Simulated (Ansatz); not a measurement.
**Geometry relaxation of MgO (part 1 of 3)**

System: MgO (interface cell, 24 atoms in the cell).
Method: DFT PBEsol, scalar-relativistic, plane waves, PAW, no spin polarisation (Ansatz 0.2.0).

The structure derives from an entry of the Crystallography Open Database. It belongs to a series of runs on one base structure; here: symmetric tilt boundary Sigma 3 (1 1 1), mirror on a plane, shift [0, 0].

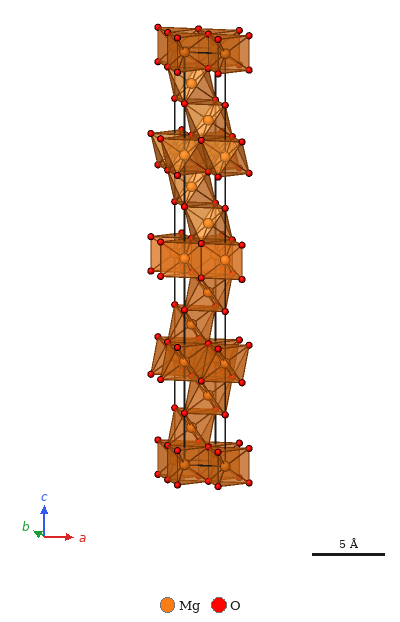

**Figure 1.** The starting structure (polyhedral view of the cell of the calculation, seen slightly off an axis; polyhedra are completed across the faces of the cell).

### Input
```yaml
crystal:
  lattice:
    - [2.9799310779, 0.0, 0.0]
    - [-1.4899655389, 2.580696015, 0.0]
    - [0.0, 0.0, 29.1972424378]
  atoms:
    - { symbol: Mg, position: [0.0, 0.0, 0.0] }
    - { symbol: O, position: [0.0, 0.0, 0.125] }
    - { symbol: Mg, position: [0.3333333333, 0.6666666667, 0.0833333333] }
    - { symbol: O, position: [0.6666666667, 0.3333333333, 0.0416666667] }
    - { symbol: Mg, position: [0.6666666667, 0.3333333333, 0.1666666667] }
    - { symbol: O, position: [0.3333333333, 0.6666666667, 0.2083333333] }
    - { symbol: Mg, position: [1.0, 1.0, 0.25] }
    - { symbol: O, position: [1.0, 0.0, 0.375] }
    - { symbol: Mg, position: [0.3333333333, 0.6666666667, 0.3333333333] }
    - { symbol: O, position: [0.6666666667, 0.3333333333, 0.2916666667] }
    - { symbol: Mg, position: [0.6666666667, 0.3333333333, 0.4166666667] }
    - { symbol: O, position: [0.3333333333, 0.6666666667, 0.4583333333] }
    - { symbol: O, position: [0.0, 0.0, 0.875] }
    - { symbol: Mg, position: [0.3333333333, 0.6666666667, 0.9166666667] }
    - { symbol: O, position: [0.6666666667, 0.3333333333, 0.9583333333] }
    - { symbol: Mg, position: [0.6666666667, 0.3333333333, 0.8333333333] }
    - { symbol: O, position: [0.3333333333, 0.6666666667, 0.7916666667] }
    - { symbol: Mg, position: [1.0, 1.0, 0.75] }
    - { symbol: O, position: [1.0, 0.0, 0.625] }
    - { symbol: Mg, position: [0.3333333333, 0.6666666667, 0.6666666667] }
    - { symbol: O, position: [0.6666666667, 0.3333333333, 0.7083333333] }
    - { symbol: Mg, position: [0.6666666667, 0.3333333333, 0.5833333333] }
    - { symbol: O, position: [0.3333333333, 0.6666666667, 0.5416666667] }
    - { symbol: Mg, position: [1.0, 1.0, 0.5] }
basis:
  ecutwfc: 420
kpoints:
  mp_grid: { grid: [12, 12, 1] }
hamiltonian:
  xc: pbesol
scf:
  occupations: { method: gaussian, width: 0.05 }
output:
  forces: true
  stress: true
  eigenvalues: true
  populations: true
  write_density: true
  write_potential: true
  elf: true
  volumetric_format: npy
relax:
  adjacent_minimum: "off"
  f_tol: 0.02
  max_steps: 60
  cell: { fix: [a, b, alpha, beta, gamma], stress_tol: 0.1 }
```

Run on 2 threads of AMD EPYC (Zen 3), 32 GiB of memory available, shared host.

Launched with:
```bash
ansatz run input.yaml --threads 2 --pin off --max-ram 5120MiB --backend cpu --events-out ev --progress --plain --runs-dir out
```

### What the program printed
```
Engine: ansatz 0.2.0, x86_64-unknown-linux-gnu
Pseudopotentials: kind: paw
Pseudopotential: Mg, paw, valence charge 10, recommended cutoff 420 eV (normal), Mg.paw.azcp
Pseudopotential: O, paw, valence charge 6, recommended cutoff 420 eV (normal), O.paw.azcp
Functional definition: PBEsol
  exchange = pbesol_x
  correlation = pbesol_c
Crystal: 24 atoms, lattice volume = 224.535 Å³
Basis set: ecut = 420 eV, 4285 PW (Γ), exchange–correlation on 40×40×400 points (8 copies of the dense FFT grid, shifted against one another)
Bands: 120, of which v1, the nominal top of the filled ones, is band 96 counted from 1 (95 counted from 0)
Symmetry: 24 space group operations
Space group: P63/mmc (ITA 194), of the structure as read, at distance tolerance 6.1e-5 Å
k-points: 19 of 144
Non-local potential: Mg, projectors of the file, l = 0: 3, l = 1: 2, l = 2: 1
Non-local potential: O, projectors of the file, l = 0: 2, l = 1: 2, l = 2: 1
PAW form: soft (Blöchl's): semilocal exchange-correlation on the pseudo side does not see the compensation charge
PAW frozen core: Mg, regenerated for the run's functional, and the local potential with it (the file was generated under x = pbe(κ = 0.804, μ = 0.2195149727645171), c = pbe(β = 0.06672455060314922))
PAW frozen core: O, regenerated for the run's functional, and the local potential with it (the file was generated under x = pbe(κ = 0.804, μ = 0.2195149727645171), c = pbe(β = 0.06672455060314922))
PAW one-centre angular grid: Mg, 110 points (default); XC on 64 Gauss nodes
PAW one-centre angular grid: O, 110 points (default); XC on 64 Gauss nodes
Initial density: superposition of atomic densities (neutral atoms: chi_scale 0, normalization atom), corrected by the library's trained network
Initial wavefunctions: pseudopotential atomic-orbital guess
Functional: x = pbesol(κ = 0.804, μ = 0.12345679012345678), c = pbesol(β = 0.046)
SCF iter   1: F=—  HF=-29709.411379 eV  |F-HF|=—  |Δ(HF+E_count)|=         —  Δρ=1.45e-2  dr2=3.85e-1  ethr=1.77e-3  ⟨swp⟩=5.9  Hψ=9596  notcnv=0  defer=81
preconditioner: auto → Resta (q_TF=auto, 2.658 Å⁻¹)  ε∞=3.4  [insulator: Δε(μ)=4.018 eV  Ē_g=15.561 eV  σ=0.050 eV  W_gap=1.00  n_scr=78 (ndim 8)  ℏωp=24.3 eV  f_vac=0.000  D(μ)=0.00/eV (n_scr^D=0)  ε∞_Penn≈3.4]
SCF iter   2: F=—  HF=-29709.308841 eV  |F-HF|=—  |Δ(HF+E_count)|=   1.03e-1  Δρ=4.64e-3  dr2=5.20e-2  ethr=2.00e-4  ⟨swp⟩=2.0  Hψ=3072  notcnv=0  defer=345
SCF iter   3: F=—  HF=-29709.295964 eV  |F-HF|=—  |Δ(HF+E_count)|=   1.29e-2  Δρ=1.04e-3  dr2=2.36e-3  ethr=2.71e-5  ⟨swp⟩=2.0  Hψ=2885  notcnv=0  defer=345
SCF iter   4: F=—  HF=-29709.295548 eV  |F-HF|=—  |Δ(HF+E_count)|=   4.17e-4  Δρ=2.46e-4  dr2=2.24e-4  ethr=1.23e-6  ⟨swp⟩=2.0  Hψ=2399  notcnv=0  defer=345
SCF iter   5: F=—  HF=-29709.295486 eV  |F-HF|=—  |Δ(HF+E_count)|=   6.12e-5  Δρ=7.09e-5  dr2=4.24e-5  ethr=1.17e-7  ⟨swp⟩=2.0  Hψ=3456  notcnv=0  defer=345
SCF iter   6: F=—  HF=-29709.295339 eV  |F-HF|=—  |Δ(HF+E_count)|=   1.48e-4  Δρ=4.83e-5  dr2=5.53e-6  ethr=2.21e-8  ⟨swp⟩=2.0  Hψ=2582  notcnv=0  defer=345
SCF iter   7: F=-29709.295337 eV  HF=-29709.295337 eV  |F-HF|=3.82e-8  |Δ(HF+E_count)|=   1.40e-6  Δρ=5.20e-6  dr2=6.21e-8  ethr=5.21e-11  ⟨swp⟩=14.2  Hψ=18528  notcnv=0
SCF 1 converged in 7 iterations: F = -29709.295337 eV  dr2 = 6.21e-8
  greatest PAW one-centre occupation: 1.000 electrons in one spin orbital (limit 2), on the Mg atom at site 21 (counted from 0), in its partial waves of l = 0
relax step   1: F+E_penalty+E_count = -29709.29533720 eV  Δ(F+E_penalty+E_count) = +0.000e0 eV  max|allowed force component| = 1.100e0 eV/Å  Δτ_max = 0.0000 Å  P = +1.127 GPa  Ω = 224.535 Å³  fix = [a, b, alpha, beta, gamma]  reactions: a -0.872, b -0.872 GPa  (7 SCF iters, dr2 threshold 1.00e-7 eV, accepted)
Crystal: 24 atoms, lattice volume = 226.651 Å³
Basis set: ecut = 420 eV, 4323 PW (Γ), exchange–correlation on 40×40×400 points (8 copies of the dense FFT grid, shifted against one another)
Initial density: handed on by an earlier stage of this run
Initial wavefunctions: those handed on with the density
iter 1 solved again at ethr=1.89e-5 eV; its pass at ethr=3.10e-3 eV (dr2=3.63e-2 eV) is discarded
SCF iter   1: F=—  HF=-29709.477456 eV  |F-HF|=—  |Δ(HF+E_count)|=         —  Δρ=6.48e-3  dr2=3.66e-2  ethr=1.89e-5  ⟨swp⟩=2.3  Hψ=10473  notcnv=0
preconditioner: auto → Resta (q_TF=auto, 2.654 Å⁻¹)  ε∞=3.4  [insulator: Δε(μ)=4.143 eV  Ē_g=15.592 eV  σ=0.050 eV  W_gap=1.00  n_scr=78 (ndim 8)  ℏωp=24.2 eV  f_vac=0.000  D(μ)=0.00/eV (n_scr^D=0)  ε∞_Penn≈3.4]
SCF iter   2: F=—  HF=-29709.475098 eV  |F-HF|=—  |Δ(HF+E_count)|=   2.36e-3  Δρ=3.38e-3  dr2=1.04e-2  ethr=1.89e-5  ⟨swp⟩=1.1  Hψ=2281  notcnv=0
SCF iter   3: F=—  HF=-29709.475466 eV  |F-HF|=—  |Δ(HF+E_count)|=   3.68e-4  Δρ=3.29e-4  dr2=2.28e-4  ethr=5.39e-6  ⟨swp⟩=2.3  Hψ=3528  notcnv=0
SCF iter   4: F=—  HF=-29709.475395 eV  |F-HF|=—  |Δ(HF+E_count)|=   7.05e-5  Δρ=8.24e-5  dr2=2.81e-5  ethr=1.19e-7  ⟨swp⟩=2.2  Hψ=3278  notcnv=0
SCF iter   5: F=—  HF=-29709.475392 eV  |F-HF|=—  |Δ(HF+E_count)|=   2.95e-6  Δρ=2.87e-5  dr2=4.62e-6  ethr=1.46e-8  ⟨swp⟩=2.0  Hψ=3104  notcnv=0
SCF iter   6: F=-29709.475390 eV  HF=-29709.475391 eV  |F-HF|=6.04e-7  |Δ(HF+E_count)|=   1.17e-6  Δρ=1.03e-5  dr2=6.80e-7  ethr=1.25e-9  ⟨swp⟩=11.2  Hψ=18526  notcnv=0
SCF 2 converged in 6 iterations: F = -29709.475390 eV  dr2 = 6.80e-7
  Residual-converged pass: ⟨swp⟩=1.0  Hψ=2356  notcnv=0  max |occ|·‖R‖ = 6.9e-9 eV (tolerance 1.0e-8 eV)  dr2=6.80e-7  dr2_onsite=2.59e-8  max |Δocc| = 0.0e0
  greatest PAW one-centre occupation: 1.000 electrons in one spin orbital (limit 2), on the Mg atom at site 19 (counted from 0), in its partial waves of l = 0
relax step   2: F+E_penalty+E_count = -29709.47539048 eV  Δ(F+E_penalty+E_count) = -1.801e-1 eV  max|allowed force component| = 2.683e-1 eV/Å  Δτ_max = 0.0529 Å  P = -0.623 GPa  Ω = 226.651 Å³  energy of the carried Pulay correction = -8.684e-3 eV  fix = [a, b, alpha, beta, gamma]  reactions: a -1.147, b -1.147 GPa  (6 SCF iters, dr2 threshold 2.40e-6 eV, accepted)
Crystal: 24 atoms, lattice volume = 226.851 Å³
iter 1 solved again at ethr=2.76e-7 eV; its pass at ethr=3.10e-3 eV (dr2=5.31e-4 eV) is discarded
SCF iter   1: F=—  HF=-29709.481523 eV  |F-HF|=—  |Δ(HF+E_count)|=         —  Δρ=7.30e-4  dr2=5.26e-4  ethr=2.76e-7  ⟨swp⟩=2.1  Hψ=8786  notcnv=0
preconditioner: auto → Resta (q_TF=auto, 2.653 Å⁻¹)  ε∞=3.4  [insulator: Δε(μ)=4.133 eV  Ē_g=15.594 eV  σ=0.050 eV  W_gap=1.00  n_scr=78 (ndim 8)  ℏωp=24.2 eV  f_vac=0.000  D(μ)=0.00/eV (n_scr^D=0)  ε∞_Penn≈3.4]
SCF iter   2: F=—  HF=-29709.481445 eV  |F-HF|=—  |Δ(HF+E_count)|=   7.76e-5  Δρ=3.81e-4  dr2=1.68e-4  ethr=2.74e-7  ⟨swp⟩=1.0  Hψ=2280  notcnv=0
SCF iter   3: F=—  HF=-29709.481446 eV  |F-HF|=—  |Δ(HF+E_count)|=   1.21e-6  Δρ=3.46e-5  dr2=6.47e-6  ethr=8.77e-8  ⟨swp⟩=2.1  Hψ=3574  notcnv=0
iter 4 did not close the SCF: its close was put off for the readings that it lacked (scf_convergence_deferred on its scf_iter line)
SCF iter   4: F=-29709.481444 eV  HF=-29709.481445 eV  |F-HF|=1.06e-6  |Δ(HF+E_count)|=   9.86e-7  Δρ=9.41e-6  dr2=1.15e-6  ethr=3.37e-9  ⟨swp⟩=2.0  Hψ=2554  notcnv=0
iter 5 did not close the SCF: its close was put off for the readings that it lacked (scf_convergence_deferred on its scf_iter line)
SCF iter   5: F=-29709.481445 eV  HF=-29709.481445 eV  |F-HF|=1.28e-7  |Δ(HF+E_count)|=   3.48e-7  Δρ=5.96e-6  dr2=1.47e-7  ethr=6.00e-10  ⟨swp⟩=2.0  Hψ=2611  notcnv=0
SCF iter   6: F=-29709.481445 eV  HF=-29709.481445 eV  |F-HF|=7.01e-9  |Δ(HF+E_count)|=   3.90e-8  Δρ=1.88e-6  dr2=9.62e-9  ethr=7.65e-11  ⟨swp⟩=7.5  Hψ=13869  notcnv=0
SCF 3 converged in 6 iterations: F = -29709.481445 eV  dr2 = 9.62e-9
relax step   3: F+E_penalty+E_count = -29709.48144509 eV  Δ(F+E_penalty+E_count) = -6.055e-3 eV  max|allowed force component| = 7.171e-2 eV/Å  Δτ_max = 0.0113 Å  P = -0.775 GPa  Ω = 226.851 Å³  energy of the carried Pulay correction = -9.502e-3 eV  fix = [a, b, alpha, beta, gamma]  reactions: a -1.127, b -1.127 GPa  (6 SCF iters, dr2 threshold 2.40e-6 eV, accepted)
Crystal: 24 atoms, lattice volume = 226.732 Å³
iter 1 solved again at ethr=7.45e-8 eV; its pass at ethr=3.10e-3 eV (dr2=1.43e-4 eV) is discarded
SCF iter   1: F=—  HF=-29709.482556 eV  |F-HF|=—  |Δ(HF+E_count)|=         —  Δρ=3.06e-4  dr2=1.44e-4  ethr=7.45e-8  ⟨swp⟩=2.2  Hψ=8185  notcnv=0
preconditioner: auto → Resta (q_TF=auto, 2.654 Å⁻¹)  ε∞=3.4  [insulator: Δε(μ)=4.118 eV  Ē_g=15.601 eV  σ=0.050 eV  W_gap=1.00  n_scr=78 (ndim 8)  ℏωp=24.2 eV  f_vac=0.000  D(μ)=0.00/eV (n_scr^D=0)  ε∞_Penn≈3.4]
SCF iter   2: F=—  HF=-29709.482467 eV  |F-HF|=—  |Δ(HF+E_count)|=   8.93e-5  Δρ=1.66e-4  dr2=4.67e-5  ethr=7.45e-8  ⟨swp⟩=1.3  Hψ=2296  notcnv=0
SCF iter   3: F=—  HF=-29709.482459 eV  |F-HF|=—  |Δ(HF+E_count)|=   7.47e-6  Δρ=1.61e-5  dr2=1.38e-6  ethr=2.43e-8  ⟨swp⟩=2.1  Hψ=3647  notcnv=0
SCF iter   4: F=—  HF=-29709.482459 eV  |F-HF|=—  |Δ(HF+E_count)|=   2.63e-7  Δρ=7.41e-6  dr2=3.39e-7  ethr=7.20e-10  ⟨swp⟩=2.3  Hψ=2870  notcnv=0
iter 5 did not close the SCF: its close was put off for the readings that it lacked (scf_convergence_deferred on its scf_iter line)
SCF iter   5: F=-29709.482459 eV  HF=-29709.482459 eV  |F-HF|=2.15e-8  |Δ(HF+E_count)|=   1.00e-7  Δρ=1.71e-6  dr2=2.46e-8  ethr=1.77e-10  ⟨swp⟩=2.2  Hψ=2829  notcnv=0
SCF iter   6: F=-29709.482459 eV  HF=-29709.482459 eV  |F-HF|=2.07e-9  |Δ(HF+E_count)|=   6.65e-9  Δρ=9.52e-7  dr2=2.36e-9  ethr=1.28e-11  ⟨swp⟩=6.6  Hψ=12766  notcnv=0
SCF 4 converged in 6 iterations: F = -29709.482459 eV  dr2 = 2.36e-9
relax step   4: F+E_penalty+E_count = -29709.48245904 eV  Δ(F+E_penalty+E_count) = -1.014e-3 eV  max|allowed force component| = 1.774e-2 eV/Å  Δτ_max = 0.0036 Å  P = -0.688 GPa  Ω = 226.732 Å³  energy of the carried Pulay correction = -9.015e-3 eV  fix = [a, b, alpha, beta, gamma]  reactions: a -1.077, b -1.077 GPa  (6 SCF iters, dr2 threshold 3.21e-7 eV, accepted)
Initial wavefunctions: pseudopotential atomic-orbital guess (no wavefunctions were taken with the density)
iter 1 solved again at ethr=3.29e-8 eV; its pass at ethr=3.10e-3 eV (dr2=6.32e-5 eV) is discarded
SCF iter   1: F=—  HF=-29709.492781 eV  |F-HF|=—  |Δ(HF+E_count)|=         —  Δρ=1.59e-4  dr2=4.81e-6  ethr=3.29e-8  ⟨swp⟩=3.9  Hψ=15957  notcnv=0  defer=1
preconditioner: auto → Resta (q_TF=auto, 2.654 Å⁻¹)  ε∞=3.4  [insulator: Δε(μ)=4.114 eV  Ē_g=15.601 eV  σ=0.050 eV  W_gap=1.00  n_scr=78 (ndim 8)  ℏωp=24.2 eV  f_vac=0.000  D(μ)=0.00/eV (n_scr^D=0)  ε∞_Penn≈3.4]
SCF iter   2: F=—  HF=-29709.492686 eV  |F-HF|=—  |Δ(HF+E_count)|=   9.52e-5  Δρ=7.86e-5  dr2=9.89e-7  ethr=2.51e-9  ⟨swp⟩=2.0  Hψ=3144  notcnv=0  defer=1
SCF iter   3: F=—  HF=-29709.492704 eV  |F-HF|=—  |Δ(HF+E_count)|=   1.77e-5  Δρ=1.05e-5  dr2=2.33e-8  ethr=5.15e-10  ⟨swp⟩=2.0  Hψ=3173  notcnv=0  defer=1
iter 4 did not close the SCF: its close was put off for the readings that it lacked (scf_convergence_deferred on its scf_iter line)
SCF iter   4: F=-29709.492704 eV  HF=-29709.492704 eV  |F-HF|=4.80e-10  |Δ(HF+E_count)|=   2.76e-7  Δρ=5.95e-7  dr2=3.26e-10  ethr=1.21e-11  ⟨swp⟩=2.0  Hψ=3173  notcnv=0  defer=1
iter 5 did not close the SCF: its close was put off for the readings that it lacked (scf_convergence_deferred on its scf_iter line)
SCF iter   5: F=-29709.492704 eV  HF=-29709.492704 eV  |F-HF|=3.64e-12  |Δ(HF+E_count)|=  5.09e-10  Δρ=1.81e-7  dr2=6.28e-11  ethr=1.00e-12  ⟨swp⟩=1.8  Hψ=2315  notcnv=0  defer=1
SCF iter   6: F=-29709.492704 eV  HF=-29709.492704 eV  |F-HF|=7.28e-12  |Δ(HF+E_count)|=  1.09e-11  Δρ=3.69e-8  dr2=5.62e-12  ethr=1.00e-12  ⟨swp⟩=6.0  Hψ=10782  notcnv=0
SCF 5 converged in 6 iterations: F = -29709.492704 eV  dr2 = 5.62e-12
relax step   5: F+E_penalty+E_count = -29709.49270383 eV  Δ(F+E_penalty+E_count) = -1.024e-2 eV  max|allowed force component| = 1.820e-2 eV/Å  Δτ_max = 0.0000 Å  P = -0.607 GPa  Ω = 226.732 Å³  fix = [a, b, alpha, beta, gamma]  reactions: a -1.031, b -1.031 GPa  stress off target by 2.42e-1 GPa on what of the cell is left free  SCF on the basis re-selected at this cell (its energy is not comparable with the rows above)  (6 SCF iters)
basis re-selected at this cell: Δ(F+E_penalty+E_count) = -1.024e-2 eV, ΔP = +0.081 GPa vs the last step (what re-selecting the basis moved, of the pressure what is left beyond the Pulay correction that the steps carried, after the strain that the cell walked since its last selection, with what the two solves' SCF thresholds leave and, on support functions, any second-order correction that the steps lacked; it is no measure of the basis error at this ecutwfc). This SCF's stress stands 2.42e-1 GPa from its target on what of the cell is left free (relax.cell.stress_tol is 1.00e-1 GPa) and its largest allowed force component is 1.82e-2 eV/Å (relax.f_tol is 2.00e-2 eV/Å): not within both, so this SCF does not close the relaxation
Crystal: 24 atoms, lattice volume = 226.878 Å³
iter 1 solved again at ethr=1.43e-8 eV; its pass at ethr=3.10e-3 eV (dr2=2.74e-5 eV) is discarded
SCF iter   1: F=—  HF=-29709.492341 eV  |F-HF|=—  |Δ(HF+E_count)|=         —  Δρ=1.33e-4  dr2=2.60e-5  ethr=1.43e-8  ⟨swp⟩=2.0  Hψ=8242  notcnv=0
preconditioner: auto → Resta (q_TF=auto, 2.653 Å⁻¹)  ε∞=3.4  [insulator: Δε(μ)=4.116 eV  Ē_g=15.594 eV  σ=0.050 eV  W_gap=1.00  n_scr=78 (ndim 8)  ℏωp=24.2 eV  f_vac=0.000  D(μ)=0.00/eV (n_scr^D=0)  ε∞_Penn≈3.4]
SCF iter   2: F=—  HF=-29709.492273 eV  |F-HF|=—  |Δ(HF+E_count)|=   6.78e-5  Δρ=6.78e-5  dr2=7.35e-6  ethr=1.35e-8  ⟨swp⟩=2.5  Hψ=3102  notcnv=0
SCF iter   3: F=—  HF=-29709.492272 eV  |F-HF|=—  |Δ(HF+E_count)|=   8.15e-7  Δρ=9.60e-6  dr2=3.54e-7  ethr=3.83e-9  ⟨swp⟩=2.4  Hψ=3419  notcnv=0
iter 4 did not close the SCF: its close was put off for the readings that it lacked (scf_convergence_deferred on its scf_iter line)
SCF iter   4: F=-29709.492272 eV  HF=-29709.492272 eV  |F-HF|=4.00e-8  |Δ(HF+E_count)|=   4.48e-8  Δρ=3.11e-6  dr2=4.99e-8  ethr=1.85e-10  ⟨swp⟩=2.0  Hψ=2723  notcnv=0
iter 5 did not close the SCF: its close was put off for the readings that it lacked (scf_convergence_deferred on its scf_iter line)
SCF iter   5: F=-29709.492272 eV  HF=-29709.492272 eV  |F-HF|=5.22e-9  |Δ(HF+E_count)|=   1.18e-8  Δρ=9.57e-7  dr2=5.80e-9  ethr=2.60e-11  ⟨swp⟩=2.2  Hψ=2906  notcnv=0
SCF iter   6: F=-29709.492272 eV  HF=-29709.492272 eV  |F-HF|=6.55e-10  |Δ(HF+E_count)|=   1.88e-9  Δρ=4.55e-7  dr2=7.77e-10  ethr=3.02e-12  ⟨swp⟩=5.7  Hψ=12146  notcnv=0
SCF 6 converged in 6 iterations: F = -29709.492272 eV  dr2 = 7.77e-10
relax step   6: F+E_penalty+E_count = -29709.49227220 eV  Δ(F+E_penalty+E_count) = +4.316e-4 eV  max|allowed force component| = 1.404e-4 eV/Å  Δτ_max = 0.0007 Å  P = -0.710 GPa  Ω = 226.878 Å³  energy of the carried Pulay correction = -6.022e-4 eV  fix = [a, b, alpha, beta, gamma]  reactions: a -1.068, b -1.068 GPa  (6 SCF iters, dr2 threshold 1.46e-7 eV, accepted)
iter 1 solved again at ethr=2.13e-8 eV; its pass at ethr=3.10e-3 eV (dr2=4.10e-5 eV) is discarded
```
